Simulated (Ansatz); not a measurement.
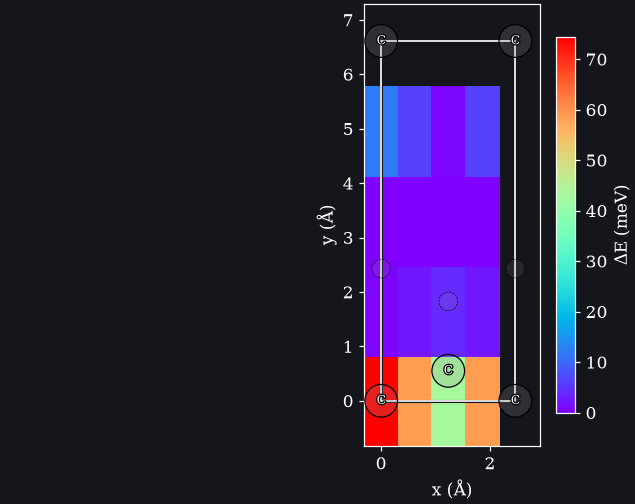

Energy landscape of CO on a C(101) slab cut from the C2/m phase, its upper half relaxed before the scan (20 atoms of substrate and one adsorbate in a 2 × 1 cell). CO (O end down) is moved over the surface cell at a fixed height above a rigid substrate; the origin of the map has the adsorbate above C19; the height is held at 2.70 Å. Places are given modulo a cell vector. The map is drawn in real space over the plane of the surface. The scan uses a 4 × 4 grid; 12 points were computed and 4 follow by symmetry. Places are given in fractions of the 1 × 1 surface cell. Energies: meV, counted from the lowest grid point. At a fixed height the lowest place need not be the adsorption site. Method: DFT PBE+D3(BJ), scalar-relativistic, plane waves, PAW in Ansatz 0.2.0. Settings: cutoff 420 eV, k-mesh 6×4×1, gaussian smearing 0.05 eV, no spin polarisation.

Drawn: one coloured cell a grid point, labelled circles for the atoms of the top layer and small ones for the second layer, the outline of one cell of the plane. 

**Summarise what can be read from the map.**

The lowest grid point is at (0/4, 2/4) of the cell vectors. The highest grid point, the top site over a surface C atom, (0/4, 0/4) of the cell vectors, lies 74.4 meV above the lowest.

Grid values (meV):

| second ↓, first → | 0/4 | 1/4 | 2/4 | 3/4 |
| --- | --- | --- | --- | --- |
| 3/4 | 12.0 | 6.4 | 0.8 | 6.4 |
| 2/4 | 0.0 | 0.0 | 0.1 | 0.0 |
| 1/4 | 0.5 | 2.3 | 4.0 | 2.3 |
| 0/4 | 74.4 | 58.6 | 42.9 | 58.6 |

Each point was launched as `ansatz run input.yaml --threads 2 --pin off --max-ram 6144MiB --backend cpu --events-out ev --progress --plain --runs-dir out`. The whole map (12 points run) took 22 min on 2 threads of Arm Neoverse N1, on a shared host.

PAW datasets: the set soft_1.
